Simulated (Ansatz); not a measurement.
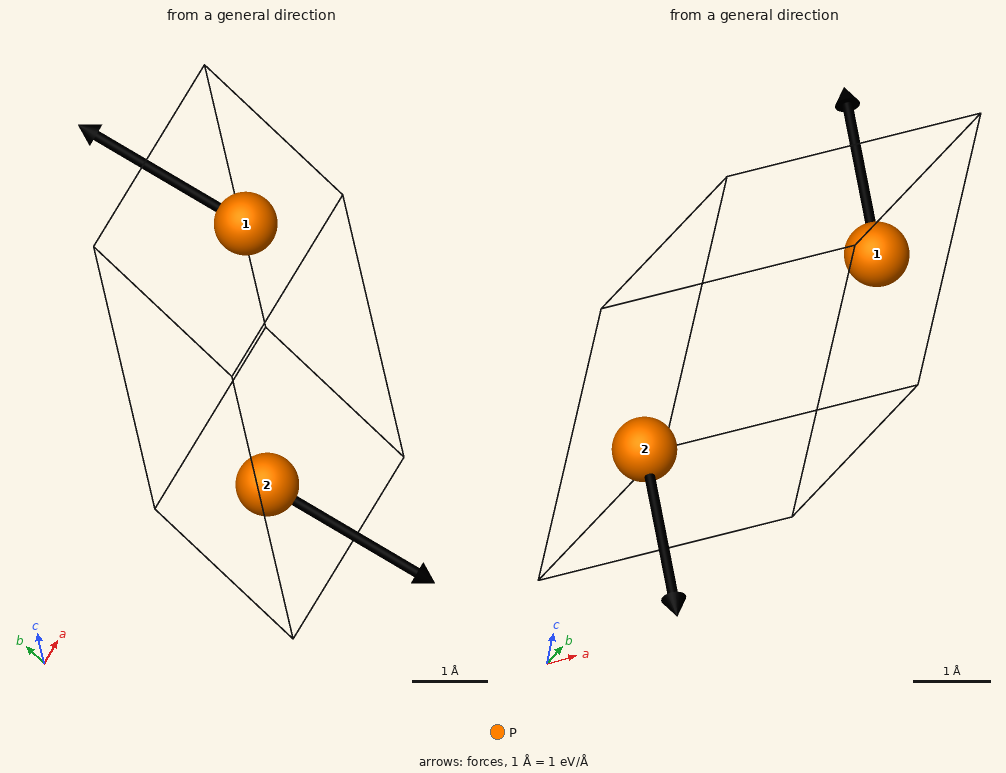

View from two general directions, drawn as a spheres-only model. One cell (the run's own, in a reduced setting) is framed, with atoms on its boundary repeated. The arrows are the computed forces on the atoms.

System: P. Theory: DFT PBE, scalar-relativistic, plane waves, PAW in Ansatz. Numerical settings: 420 eV cutoff, k-points about 0.18 Å⁻¹ apart, Gaussian smearing of 0.1 eV, no spin polarisation.

Are the atoms in equilibrium?

Answer. No. The atoms still feel forces of up to about 2.2 eV/Å, far above a usual threshold of 0.01 to 0.03 eV/Å.

On which atom is the force largest?

Answer. P1 and P2, about 2.2 eV/Å.

Its origin is a structure listed in the Materials Project. The cell was then strained or its atoms displaced on purpose. It was the input of a calculation with Ansatz.
